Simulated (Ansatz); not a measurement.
HfN: single-point calculation (part 1 of 2)

System: HfN (slab, 14 atoms in the cell).
Method: DFT PBE, scalar-relativistic, plane waves, PAW, no spin polarisation (Ansatz 0.2.0).

The structure derives from an entry of the Crystallography Open Database. It belongs to a series of runs on one base structure; here: (1 1 0) slab cut from the bulk. Figures and captions count atoms from 1; the log counts them from 0 in places.

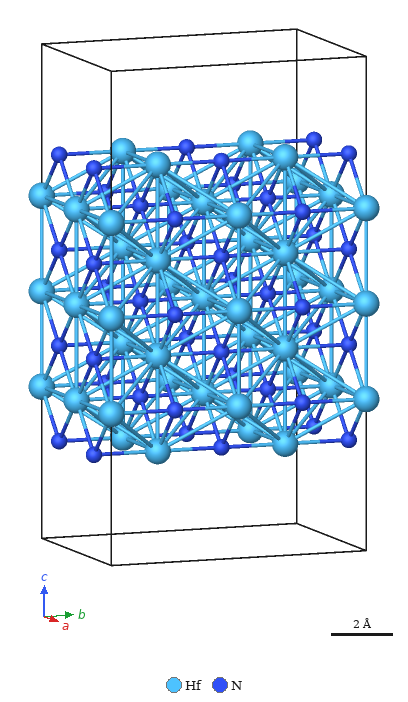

**Figure 1.** The input geometry (ball-and-stick view of the 2 × 2 repeat of the cell, with the vacuum cut short, seen slightly off an axis). An atom can appear more than once, as a periodic image.

## Key numbers

| quantity | value |
| --- | --- |
| outcome | converged |
| electrons treated | 217 |
| free energy | −112755.7517 eV |
| work function, top face | 3.70 eV |
| work function, bottom face | 3.70 eV |
| Fermi energy | 8.618 eV |
| gap on the k-point mesh | none (metallic) |
| work function (upper face) | 3.70 eV |
| largest force (length of the vector) | 1.457 eV/Å |
| hardware | 1 thread of Intel Xeon @ 2.50GHz (Skylake/Cascade Lake), 189 GiB of memory available, shared host |
| wall time | 7.9 min |
| peak memory | 1.2 GiB |

## Remarks

The program warns: the exchange-correlation potential is rough where the density is thin. Spin–orbit coupling is left out, which matters for Hf. The cell holds an odd number of electrons but the run has no spin polarisation, so a band is left half filled.

## The input
```yaml
crystal:
  lattice:
    - [3.2157753968, 0.0, 0.0]
    - [0.0, 4.5477931797, 0.0]
    - [0.0, 0.0, 24.6473261903]
  atoms:
    - { symbol: Hf, position: [0.5, 0.5, 0.3042926418] }
    - { symbol: "N", position: [0.5, 0.0, 0.3042926418] }
    - { symbol: Hf, position: [0.0, 0.0, 0.3695284279] }
    - { symbol: "N", position: [0.0, 0.5, 0.3695284279] }
    - { symbol: Hf, position: [0.5, 0.5, 0.4347642139] }
    - { symbol: "N", position: [0.5, 0.0, 0.4347642139] }
    - { symbol: Hf, position: [0.0, 0.0, 0.5] }
    - { symbol: "N", position: [0.0, 0.5, 0.5] }
    - { symbol: Hf, position: [0.5, 0.5, 0.5652357861] }
    - { symbol: "N", position: [0.5, 0.0, 0.5652357861] }
    - { symbol: Hf, position: [0.0, 0.0, 0.6304715721] }
    - { symbol: "N", position: [0.0, 0.5, 0.6304715721] }
    - { symbol: Hf, position: [0.5, 0.5, 0.6957073582] }
    - { symbol: "N", position: [0.5, 0.0, 0.6957073582] }
basis:
  ecutwfc: 420
kpoints:
  mp_grid: { grid: [11, 8, 1] }
hamiltonian:
  xc: pbe
scf:
  occupations: { method: gaussian, width: 0.1 }
output:
  forces: true
  stress: true
  eigenvalues: true
  write_density: true
  write_potential: true
  elf: true
  volumetric_format: npy
efield:
  axis: 3
  dipole_correction: true
  ramp_width: 0.04
```

Launched with:
```bash
ansatz run input.yaml --threads 1 --pin off --max-ram 2560MiB --backend cpu --events-out ev --progress --plain --runs-dir out
```

## The program's output
```
Engine: ansatz 0.2.0, x86_64-unknown-linux-gnu
Pseudopotentials: kind: paw
Pseudopotential: Hf, paw, valence charge 26, recommended cutoff 420 eV (normal), Hf.paw.azcp
Pseudopotential: N, paw, valence charge 5, recommended cutoff 420 eV (normal), N.paw.azcp
Functional definition: PBE
  parameter kappa = 0.804
  parameter beta = 0.06672455060314922
  exchange = pbe_x(kappa = kappa, mu = beta*pi^2/3)
  correlation = pbe_c(beta = beta)
Crystal: 14 atoms, lattice volume = 360.459 Å³
Basis set: ecut = 420 eV, 7107 PW (Γ), exchange–correlation on 48×64×360 points (8 copies of the dense FFT grid, shifted against one another)
Bands: 131, of which v1, the nominal top of the filled ones, is band 109 counted from 1 (108 counted from 0)
Symmetry: 4 space group operations
k-points: 30 of 88
Non-local potential: Hf, projectors of the file, l = 0: 3, l = 1: 2, l = 2: 2, l = 3: 3
Non-local potential: N, projectors of the file, l = 0: 2, l = 1: 2, l = 2: 1
PAW form: soft (Blöchl's): semilocal exchange-correlation on the pseudo side does not see the compensation charge
PAW one-centre angular grid: Hf, 590 points (default); XC on 64 Gauss nodes
PAW one-centre angular grid: N, 110 points (default); XC on 64 Gauss nodes
Initial density: superposition of atomic densities (neutral atoms: chi_scale 0, normalization atom), corrected by the library's trained network
Initial wavefunctions: pseudopotential atomic-orbital guess
Functional: x = pbe(κ = 0.804, μ = 0.2195149727645171), c = pbe(β = 0.06672455060314922)
SCF iter   1: F=—  HF=-112755.763838 eV  |F-HF|=—  |Δ(HF+E_count)|=         —  Δρ=5.18e-3  dr2=5.50e-1  ethr=1.77e-3  p=0.000 e·Å  D=4.01e-13 V/Å  ΔV_dip=-0.00 eV  dr2_dipole=4.04e-7  V_vac-E_F(+/−)=3.71/3.71 eV  ⟨swp⟩=6.0  Hψ=14745  notcnv=0  defer=29
efield: sawtooth ramp at fractional position 0.9800 (placed from the atoms, in the widest stretch of the axis that holds none; the zero of the levels goes with the place), width 0.0400; the density the first Hamiltonian is built on has a dipole p = 0.000 e·Å; the dipole correction subtracts the counter field D = 4.01e-13 V/Å, which shifts the + side's vacuum level by -0.00 eV against the − side's; the planar-averaged density in the ramp window peaks in size at 1.7e-5 e/Å³
preconditioner: auto → LDOS  [metal: Δε(μ)=0.001 eV  Ē_g=17.501 eV  σ=0.100 eV  W_gap=0.01  n_scr=98 (ndim 8)  ℏωp=27.9 eV  f_vac=0.491  D(μ)=6.87/eV (n_scr^D=32)  β→1.0]
SCF iter   2: F=—  HF=-112755.761656 eV  |F-HF|=—  |Δ(HF+E_count)|=   2.18e-3  Δρ=4.04e-3  dr2=6.04e-2  ethr=2.54e-4  p=-0.000 e·Å  D=-8.49e-6 V/Å  ΔV_dip=0.00 eV  dr2_dipole=1.72e-6  V_vac-E_F(+/−)=3.71/3.71 eV  ⟨swp⟩=2.0  Hψ=6092  notcnv=0  defer=387
SCF iter   3: F=—  HF=-112755.752792 eV  |F-HF|=—  |Δ(HF+E_count)|=   8.86e-3  Δρ=1.16e-3  dr2=6.49e-3  ethr=2.79e-5  p=-0.000 e·Å  D=-5.26e-6 V/Å  ΔV_dip=0.00 eV  dr2_dipole=3.24e-8  V_vac-E_F(+/−)=3.71/3.70 eV  ⟨swp⟩=2.5  Hψ=5998  notcnv=0  defer=387
SCF iter   4: F=—  HF=-112755.751703 eV  |F-HF|=—  |Δ(HF+E_count)|=   1.09e-3  Δρ=2.73e-4  dr2=6.14e-4  ethr=2.99e-6  p=-0.000 e·Å  D=-4.11e-6 V/Å  ΔV_dip=0.00 eV  dr2_dipole=1.27e-8  V_vac-E_F(+/−)=3.71/3.71 eV  ⟨swp⟩=3.0  Hψ=7775  notcnv=0  defer=387
SCF iter   5: F=—  HF=-112755.751707 eV  |F-HF|=—  |Δ(HF+E_count)|=   4.13e-6  Δρ=1.27e-4  dr2=3.97e-5  ethr=2.83e-7  p=-0.000 e·Å  D=-2.78e-6 V/Å  ΔV_dip=0.00 eV  dr2_dipole=9.69e-9  V_vac-E_F(+/−)=3.71/3.71 eV  ⟨swp⟩=2.1  Hψ=6551  notcnv=0  defer=387
SCF iter   6: F=—  HF=-112755.751692 eV  |F-HF|=—  |Δ(HF+E_count)|=   1.54e-5  Δρ=6.21e-5  dr2=7.86e-6  ethr=1.83e-8  p=-0.000 e·Å  D=-1.44e-6 V/Å  ΔV_dip=0.00 eV  dr2_dipole=2.82e-10  V_vac-E_F(+/−)=3.71/3.71 eV  ⟨swp⟩=2.9  Hψ=7796  notcnv=0  defer=193
SCF iter   7: F=—  HF=-112755.751708 eV  |F-HF|=—  |Δ(HF+E_count)|=   1.60e-5  Δρ=2.32e-5  dr2=2.16e-6  ethr=3.62e-9  p=-0.000 e·Å  D=-5.87e-7 V/Å  ΔV_dip=0.00 eV  dr2_dipole=1.48e-12  V_vac-E_F(+/−)=3.70/3.70 eV  ⟨swp⟩=2.7  Hψ=7091  notcnv=0  defer=176
SCF iter   8: F=—  HF=-112755.751710 eV  |F-HF|=—  |Δ(HF+E_count)|=   2.75e-6  Δρ=7.17e-6  dr2=1.95e-7  ethr=9.96e-10  p=-0.000 e·Å  D=-2.13e-7 V/Å  ΔV_dip=0.00 eV  dr2_dipole=7.16e-12  V_vac-E_F(+/−)=3.70/3.70 eV  ⟨swp⟩=2.5  Hψ=6673  notcnv=0  defer=176
SCF iter   9: F=-112755.751711 eV  HF=-112755.751711 eV  |F-HF|=5.41e-8  |Δ(HF+E_count)|=   3.25e-7  Δρ=2.45e-6  dr2=5.15e-8  ethr=4.61e-11  p=-0.000 e·Å  D=-8.86e-8 V/Å  ΔV_dip=0.00 eV  dr2_dipole=2.07e-11  V_vac-E_F(+/−)=3.70/3.70 eV  ⟨swp⟩=21.5  Hψ=44179  notcnv=0
SCF 1 converged in 9 iterations: F = -112755.751711 eV  dr2 = 5.15e-8
  greatest PAW one-centre occupation: 0.998 electrons in one spin orbital (limit 2), on the Hf atom at site 2 (counted from 0), in its partial waves of l = 0
WARN: The output density's exchange-correlation potential varies sharply where the density is thin. Do not read a vacuum level from v_tot or v_xc, or from such a field of the output density. On a cell that repeats whose density bears no net charge and no dipole along the vacuum's axis use v_es (v_loc + v_h of the components); under efield.dipole_correction with no amplitude use v_es + v_field, which holds any external_charges[].barrier, or the levels of the report's work_function block, which leave it out; under a non-zero efield.amplitude the vacuum is tilted and has no level; on a cell that repeats and bears such a dipole with no correction it is tilted too, and efield.dipole_correction with no amplitude gives each side of its ramp a level where efield: is served; in a cell that repeats whose density bears a net charge (total_charge, or a fill off its count) it is curved and has none; of a slab under crystal.periodic whose density bears no net charge use v_es, which has a level on each side, short of where the two are joined; of another it falls or rises all the way out and has none; of a slab beside external_charges read slab_vacuum_level instead, which it has where they leave it neutral. The grid or the basis barely resolves most such structure, and the values can differ between equally converged runs; as a rule a tighter scf.convergence.dr2_threshold does not remove it. Where the density itself ripples (under the LDA too) a higher basis.ecutwfc lessens it. The files hold the spikes' plane waves up to the density's cutoff. Files: v_tot_of_output_density and the like, and their columns of v_z.tsv (output.write_potential); v_xc_of_output_density and the like, and their columns of v_comp_z.tsv (output.write_potential_components). Measured: with its Gaussian average of σ = 0.25 Å subtracted twice, the exchange-correlation potential is over 0.1 eV at 731 of the grid points where the equally averaged density (valence and model cores) is under 1e-3 e/Å³, and 0.855 eV at the most among them, at an averaged density of 2.8e-7 e/Å³. The input density's (outcome.potential() and, of a run that writes arrays, v_tot and v_xc) is over 0.1 eV, so measured, at 100 points of its own thin density, 0.178 eV at the most. See output.write_potential in the manual, Limitations
SCF converged after 9 iterations
Free energy (F): -112755.751711 eV
Harris-Foulkes:  -112755.751711 eV  (|F-HF|=5.41e-8)
Internal energy: -112755.719824 eV  (E = F + TS)
E sigma→0 (E₀):  -112755.735767 eV
Entropy (-TS):   -0.031887 eV (-2.278 meV/atom)
Fermi energy:    8.618371 eV
Dipole field:    D = -0.000005 V/Å  (p = -0.000009 e·Å, saw-weighted, corrected)
Work function:   Φ+ = 3.7019 eV   Φ− = 3.7018 eV
Levels:          The Fermi level and band energies are counted from a zero that moves with the ramp; work functions are not
--- Per-component energies (eV) ---
  E_band       = -2000.117377
  E_kinetic    = 3867.917048
  E_local      = -390518.988434  (includes V_loc(G=0)·N_el)
  E_nonlocal   = -8391.105326
  E_hartree    = 192800.689215
  E_xc         = -2520.878971
  E_vxc        = -2399.178899  (∫ρ·V_xc dr)
  E_paw        = -49378.012910  (= ΣΔE_a)
  E_vpaw       = 9840.007204  (= ΣTr[D̂ρ^β])
  E_aug_tail   = 0.000663  (compensation charges beyond the density's cutoff)
  E_efield     = 0.000000  (sawtooth field / dipole correction)
  E_vefield    = 0.000000  (∫n·V_field dr)
  E_ewald      = 141384.658890
  E_smearing   = -0.031887  (= −TS)
  E_closure    = -0.000000  (closes the sum)
  Σ components = -112755.751711   (vs F -112755.751711, Δ=0.00e0)
--- Forces (eV/Å), atoms counted from 1 ---
  atom   1  Hf     0.00000000     0.00000000     0.66879181
  atom   2  N      0.00000000     0.00000000     1.13004769
  atom   3  Hf     0.00000000     0.00000000    -1.45666964
  atom   4  N      0.00000000     0.00000000    -0.48383273
  atom   5  Hf     0.00000000     0.00000000    -0.40724148
  atom   6  N      0.00000000     0.00000000     0.20043320
  atom   7  Hf     0.00000000     0.00000000    -0.00000025
  atom   8  N      0.00000000     0.00000000     0.00000047
  atom   9  Hf     0.00000000     0.00000000     0.40724215
  atom  10  N      0.00000000     0.00000000    -0.20043351
  atom  11  Hf     0.00000000     0.00000000     1.45667088
  atom  12  N      0.00000000     0.00000000     0.48383347
  atom  13  Hf     0.00000000     0.00000000    -0.66879261
  atom  14  N      0.00000000     0.00000000    -1.13004652
  max |Σ_I F_I| component: 2.95e-6 eV/Å
--- Stress (GPa, compression-positive) ---
       -0.916692       0.000000       0.000000
        0.000000      -6.292858       0.000000
        0.000000       0.000000      -1.871132
  P = ⅓ Tr σ = -3.0269 GPa (-30.269 kbar)
--- Band table (eV; the first three rows and the last of 30) ---
```
